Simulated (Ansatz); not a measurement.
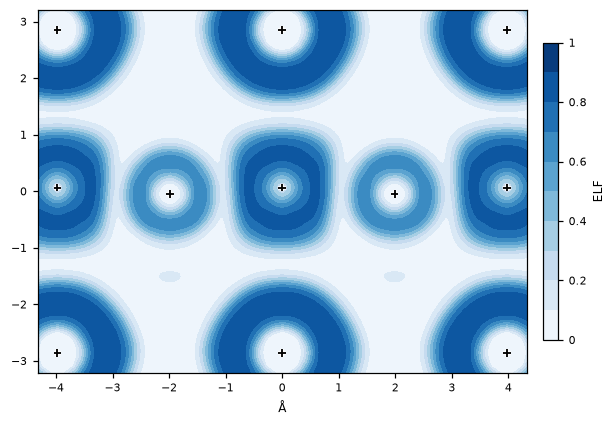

The electron localisation function on a plane through atoms (crosses mark nuclei in the plane).

The calculation used DFT PBE, scalar-relativistic, plane waves, PAW in Ansatz 0.2.0.

Candidates:
A. C, a = 4.17 Å, b = 4.84 Å, c = 8.38 Å, α = 90.00°, β = 90.00°, γ = 90.00°. Space group Pm; not relaxed (largest force 0.8 eV/Å).
B. BaTiO3, a = 3.97 Å, b = 3.97 Å, c = 4.10 Å, α = 90.00°, β = 90.00°, γ = 90.00°. Space group P4mm; changed on purpose from its base cell (volume × 0.97, shape and atoms relaxed); computed pressure about 3 GPa in this cell; computed without spin polarisation.

**Which system is this?**

Candidate B: BaTiO3 on the (011̄) plane of the conventional cell, which holds Ba, Ti and O. Ba–O (2.79 Å): the ELF is about 0.15 at the midpoint: a closed-shell, largely ionic contact. Ti–O (1.99 Å): the ELF peaks at about 0.85 in the valence shell of O, 0.6 Å from its nucleus, and is about 0.20 at the midpoint; no localised pair shows between them.
